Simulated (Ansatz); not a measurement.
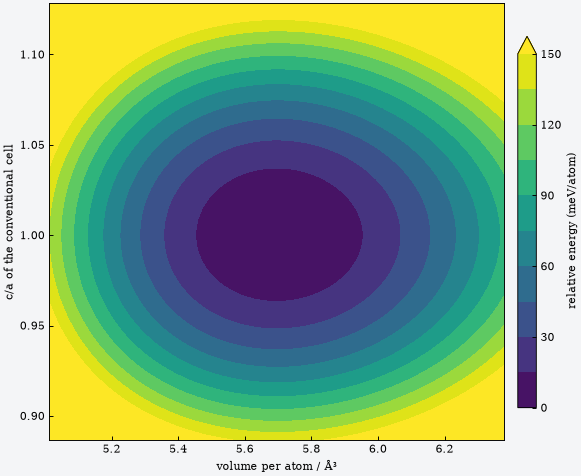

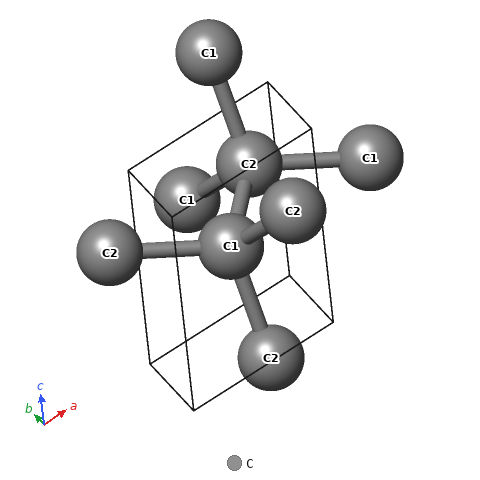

Energy landscape of C (Fd-3m, No. 227; 2 atoms in the cell). The energy is mapped over volume and the cell's shape. First axis: volume per atom. Second axis: c/a of the conventional cell. Nothing is relaxed (symmetry fixes all fractional coordinates). The grid has 11 × 11 points. Points are written as (first, second). All energies are given in meV/atom relative to the lowest grid point. The calculation used DFT PBE, scalar-relativistic, plane waves, PAW (Ansatz 0.2.0). Settings: cutoff 520 eV, k-mesh 12×12×12, gaussian smearing 0.05 eV, no spin polarisation.

Drawn: filled contours, one colour for all values above the top of the scale. Between grid points the surface is interpolated. The second picture is the structure at the lowest point

### What does the map say about the system?

The lowest grid point is at (5.695 Å³, 1.000). No other kind of well shows on this grid. The highest grid point, (5.012 Å³, 1.128), lies 309 meV/atom above the lowest. Round the minimum the two coordinates are nearly uncoupled. The gap on the k-mesh is 4.2 eV at the lowest point and runs from 1.2 to 4.5 eV over the map.

Each point was launched as `ansatz run input.yaml --threads 1 --pin off --max-ram 2048MiB --backend cpu --events-out ev --progress --plain --runs-dir out`. The whole map (121 points run) took 3.2 min on 1 thread of Arm Neoverse V1, with other jobs on the host.

PAW datasets: the set soft_1.
